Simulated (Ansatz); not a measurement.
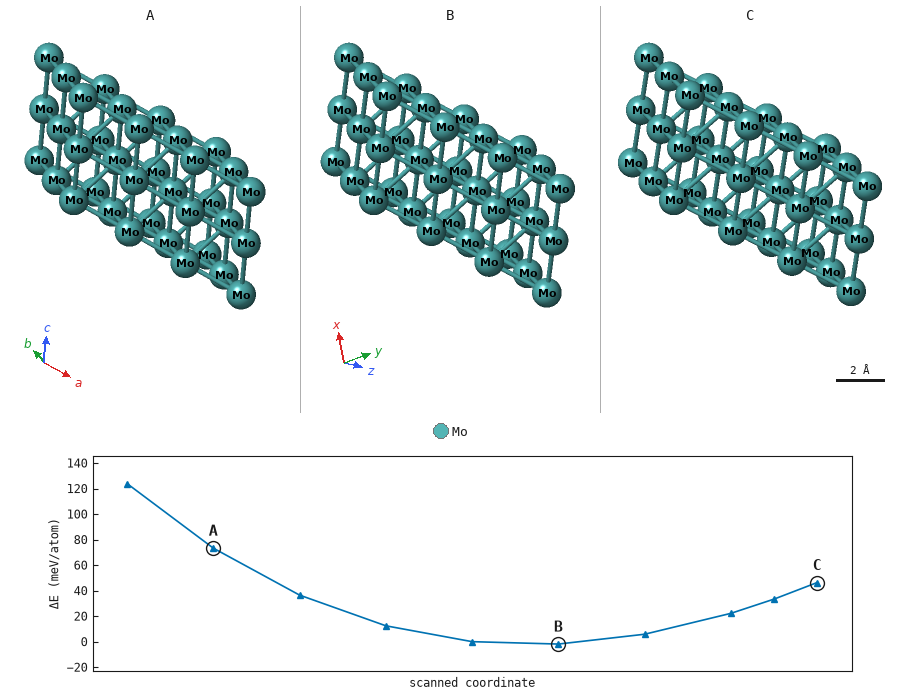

Frames of a one-coordinate scan of solid Mo (Im-3m). x, y and z are the Cartesian axes of the input. A ball-and-stick model of the cell of the calculation, repeated 3 × 2 × 2 with one cell outlined, seen slightly off an axis.

Computed with Ansatz, DFT PBE, scalar-relativistic, plane waves, PAW. Settings: plane-wave cutoff 420 eV; k-point mesh 22 × 22 × 22; occupations gaussian; smearing width 0.15 eV; no spin polarisation. Energies (free energies at the smearing named) are counted from the cell as listed in its source, which wasn't relaxed.

Q: What is being scanned?

A: The cell is strained along y alone, with the atoms kept at their fractional coordinates. In the frames the strain is −0.045 (A), 0.015 (B), 0.06 (C). The lowest computed point lies at the strain 0.015 (−1.9 meV/atom). The unrelaxed reference is under a pressure of 4.8 GPa, which tilts the curve. The distortion takes the space group from Im-3m to I4/mmm. At the strain −0.06 the cell of the drawing goes a 2.721 → 2.668 Å, b 2.721 → 2.668 Å, c 2.721 → 2.668 Å, α 109.5° → 107.8°, β 109.5° → 112.8°, γ 109.5° → 107.8°.
